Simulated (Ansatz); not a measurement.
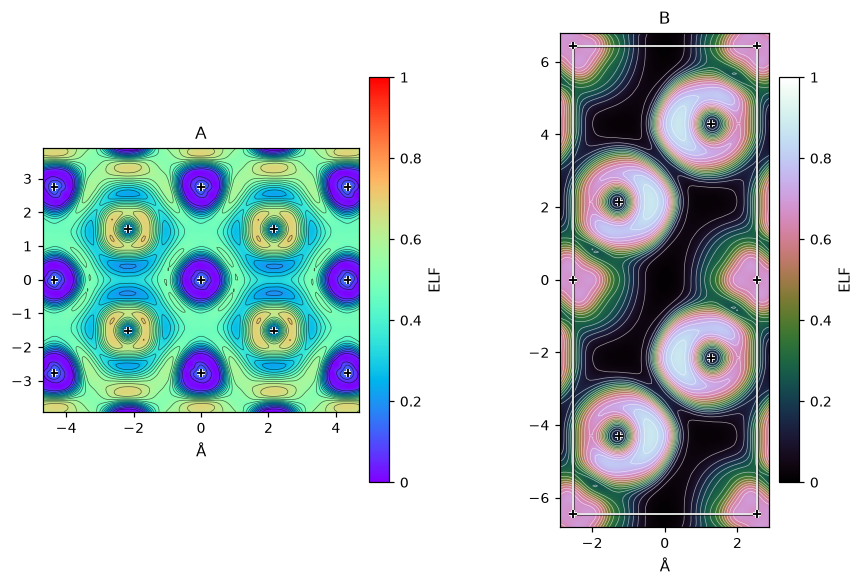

The ELF of 2 systems, each on a plane through atoms (crosses mark nuclei in the plane).

Theory: DFT PBEsol, scalar-relativistic, plane waves, PAW (Ansatz 0.2.0).

System 1: Al3Ru2, the (010) plane of the calculation cell. Space group I4/mmm; a structure from a database of computed crystals, not necessarily the ambient phase; computed without spin polarisation.

```xyz
10
Lattice="-3.0734 -3.0734 0.0000 -3.0734 3.0734 0.0000 1.5367 1.5367 -7.1258" Properties=species:S:1:pos:R:3 pbc="T T T"
Al   -3.0734    0.0000    0.0000
Al    0.0000    0.0000    0.0000
Al   -3.0733    0.0000   -2.7612
Al    0.0000    0.0000   -2.7612
Al   -1.5367    1.5367   -4.3646
Al   -1.5367   -1.5367   -4.3646
Ru   -3.0734    0.0000   -5.6200
Ru    0.0000    0.0000   -5.6200
Ru   -1.5367    1.5367   -1.5058
Ru   -1.5367   -1.5367   -1.5058
```

System 2: PtSe2, the (100) plane of the calculation cell. Space group P-3m1; not relaxed (largest force 0.3 eV/Å); computed pressure about 2 GPa in this cell.

```yaml
crystal:
  lattice:
    - [1.86200, -3.22508, 0.00000]
    - [0.00000, 0.00000, -5.06200]
    - [11.17200, 6.45016, 0.00000]
  atoms:
    - { symbol: Pt, position: [0.00000, 0.00000, 0.00000] }
    - { symbol: Pt, position: [0.50000, 0.00000, 0.25000] }
    - { symbol: Pt, position: [0.00000, 0.00000, 0.50000] }
    - { symbol: Pt, position: [0.50000, 0.00000, 0.75000] }
    - { symbol: Se, position: [0.50000, 0.75000, 0.08333] }
    - { symbol: Se, position: [0.00000, 0.75000, 0.33333] }
    - { symbol: Se, position: [0.50000, 0.75000, 0.58333] }
    - { symbol: Se, position: [0.00000, 0.75000, 0.83333] }
    - { symbol: Se, position: [0.00000, 0.25000, 0.16667] }
    - { symbol: Se, position: [0.50000, 0.25000, 0.41667] }
    - { symbol: Se, position: [0.00000, 0.25000, 0.66667] }
    - { symbol: Se, position: [0.50000, 0.25000, 0.91667] }
```

### Which map belongs to which system?

Panel A is system 1, Al3Ru2: the plane holds Al and Ru. Al–Ru (2.51 Å): the ELF is about 0.40 at the midpoint. Panel B is system 2, PtSe2: the plane holds Pt and Se. Pt–Se (2.49 Å): the ELF is about 0.50 at the midpoint.
